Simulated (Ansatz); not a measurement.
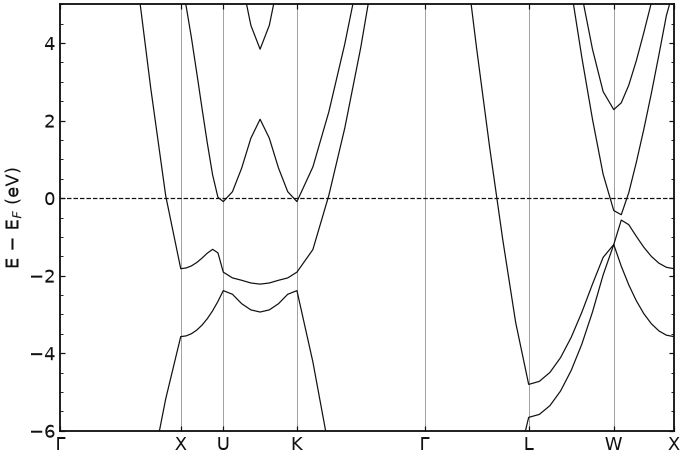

Simulated data, not a measurement (program: Ansatz).

Band structure. Energies are counted from the Fermi level. The path runs straight from each named point to the next.

What lattice type does the k path imply?

A face-centred cubic lattice: the path Γ–X–U–K–Γ–L–W–X runs through the special points of its Brillouin zone.

Input of the run:

```
crystal:
  lattice:
    - [0.0, 1.931269, 1.931269]
    - [1.931269, 0.0, 1.931269]
    - [1.931269, 1.931269, 0.0]
  atoms:
    - { symbol: Al, position: [0.0, 0.0, 0.0] }
  symmetry: { tolerance: 0.0003 }
kpoints:
  mp_grid: { grid: [15, 15, 15], shift: [0, 0, 0] }
  band_path:
    path:
      - [0.0, 0.0, 0.0]
      - [0.5, 0.0, 0.5]
      - [0.625, 0.25, 0.625]
      - [0.375, 0.375, 0.75]
      - [0.0, 0.0, 0.0]
      - [0.5, 0.5, 0.5]
      - [0.5, 0.25, 0.75]
      - [0.5, 0.0, 0.5]
    npoints: 8
magnetization:
  spin_polarized: false
scf:
  occupations: { method: fermi_dirac }
  lower_state_search: "off"
  max_iter: 200
hamiltonian:
  pseudopotentials: { kind: paw }
  xc: r2scan
basis:
  ecutwfc: 500
  fft_grid_basis: typed
output:
  forces: true
  stress: true
  eigenvalues: true
  bader: true
  populations: true
  elf: true
  write_potential: true
  volumetric_format: npy
  dos:
    e_range: [-12, 8]
    de: 0.05
    projected: { site_lists: { Al: [Al] } }
checkpoint:
  read: saved_state
```

Is there a gap at the Fermi level?

A metal: 2 bands cross the Fermi level along this path.

On which lines of the path do bands cross the Fermi level?

Bands cross the Fermi level on every line of the path.

The structure was built from a prototype or by substitution, so it need not be a known phase. The cell is at 12 GPa in this functional.
